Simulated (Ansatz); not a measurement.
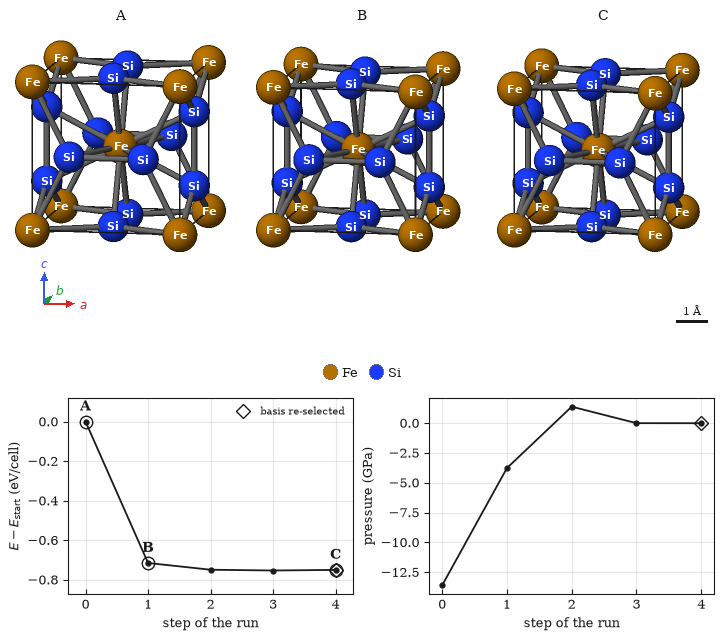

Frames of a relaxation of solid FeSi3 (built on the A15_223 type) (coarse preliminary run), marked on the history of the run. The picture is a ball-and-stick view of the cell of the calculation, seen slightly off an axis.

Case: A15 type (Pm-3n, No. 223).

Theory: DFT PBE, scalar-relativistic, plane waves, PAW (Ansatz 0.2.0).

Input
```yaml
crystal:
  lattice:
    - [4.865129362, 0.0, 0.0]
    - [0.0, 4.865129362, 0.0]
    - [0.0, 0.0, 4.865129362]
  atoms:
    - { symbol: Fe, position: [0.0, 0.0, 0.0], spin: 1.67 }
    - { symbol: Fe, position: [0.5, 0.5, 0.5], spin: 1.67 }
    - { symbol: Si, position: [0.0, 0.5, 0.25] }
    - { symbol: Si, position: [0.0, 0.5, 0.75] }
    - { symbol: Si, position: [0.25, 0.0, 0.5] }
    - { symbol: Si, position: [0.75, 0.0, 0.5] }
    - { symbol: Si, position: [0.5, 0.75, 0.0] }
    - { symbol: Si, position: [0.5, 0.25, 0.0] }
basis:
  ecutwfc: 420
kpoints:
  mp_grid: { grid: [4, 4, 4] }
hamiltonian:
  xc: pbe
scf:
  occupations: { method: gaussian, width: 0.1 }
  lower_state_search: "off"
output:
  forces: true
  stress: true
  eigenvalues: true
  populations: true
magnetization:
  spin_polarized: true
relax:
  adjacent_minimum: "off"
  f_tol: 0.04
  max_steps: 70
  cell: { stress_tol: 0.4 }
```

Launched with:
```bash
ansatz run input.yaml --threads 1 --pin off --max-ram 2560MiB --backend cpu --events-out ev --progress --plain --runs-dir out
```

Q: What happens along the run?

A: After 3 accepted moves (4 points after the start) the energy has fallen by 0.750 eV per cell of the calculation. All forces vanish by symmetry, so only the cell relaxes. Pressure: −13.61 GPa at the start and −0.02 GPa at the end. The SCF was repeated once at an unchanged geometry on a basis and grid sized afresh for the cell, which shifted the energy by 3.0 meV per cell of the calculation at most. No atom moves by more than 0.005 Å relative to the cell. The volume changes by −13.3 %, with a = b = c 4.865 → 4.639 Å (−4.6 %). Near-neighbour distances that change, for instance: Fe1–Si3 2.720 → 2.593 Å, Si3–Si4 2.433 → 2.320 Å. The space group stays Pm-3n (No. 223). The run took 35 s on 1 thread of Arm Neoverse V2, on a shared host, peak memory 0.43 GiB. From step 0 to 1: volume −10.7 %, energy −0.715 eV per cell of the calculation. From step 1 to 4: volume −3.0 %, energy −34.9 meV per cell of the calculation.

```tsv
step	E − E(0), meV/atom	pressure, GPa	volume, Å³/atom	note
0	0.00	-13.61	14.394	
1	-89.42	-3.78	12.861	
2	-93.68	1.37	12.355	
3	-94.16	-0.01	12.480	
4	-93.78	-0.02	12.480	same geometry, new basis
```
